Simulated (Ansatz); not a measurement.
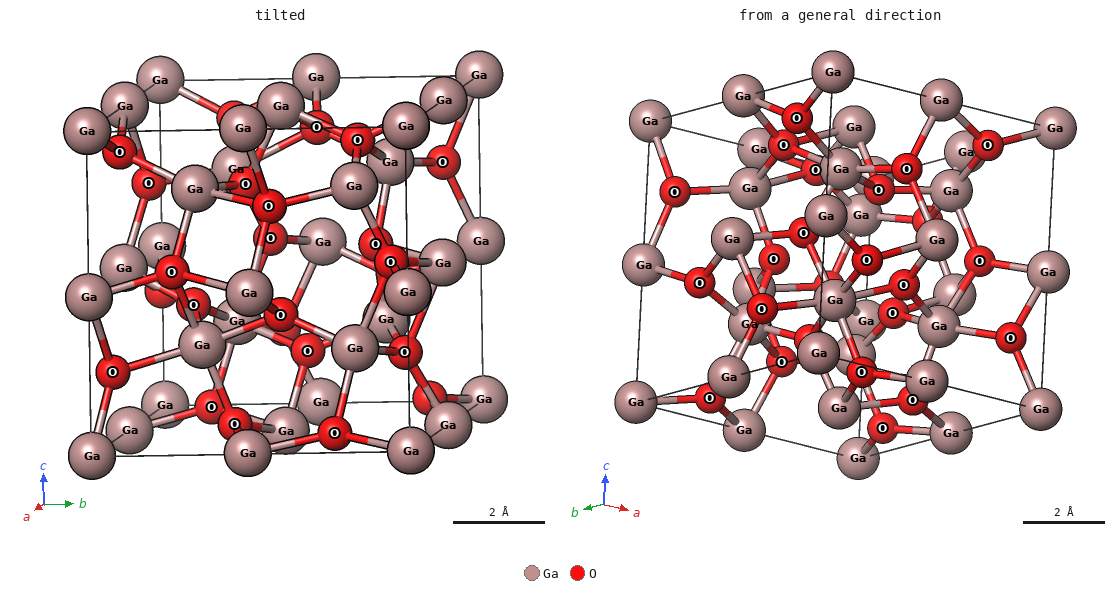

The crystal in a ball-and-stick representation, seen slightly off an axis and from a general direction. The supercell is outlined; an atom on or near a face, edge or corner is repeated at each equivalent position. The host is Ga2O3, in a cell of 40 sites, and the cell carries a charge of -3.

### What kind of defect was put in?

A gallium vacancy. Around the empty site lie six O at about 2.1 to 2.2 Å.

The numbers come from Ansatz, DFT PBE, scalar-relativistic, plane waves, PAW, using 420 eV cutoff, a 2×2×2 k-point grid, Gaussian smearing of 0.01 eV, collinear spins.

### Does the defect leave unpaired spin?

No net moment.

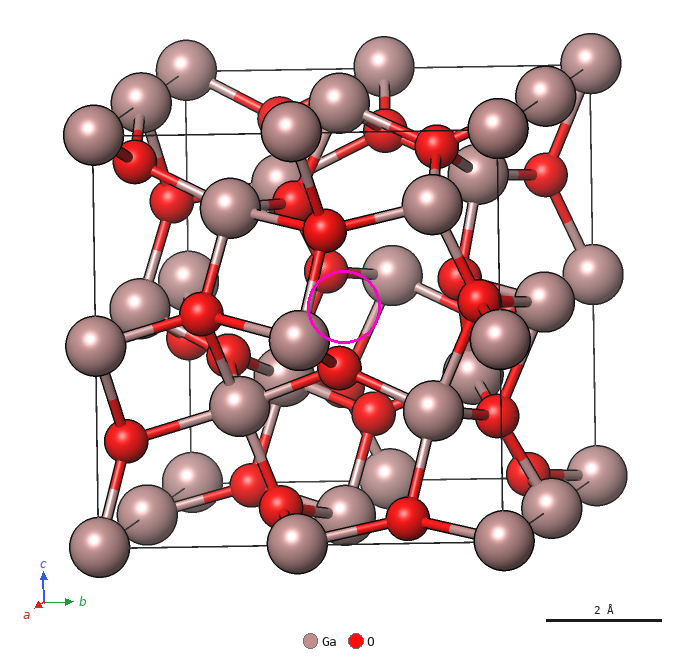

The same cell with a ring at the defect's site.

The atoms were relaxed in the host's cell with DFT PBE, scalar-relativistic, plane waves, PAW (Ansatz).
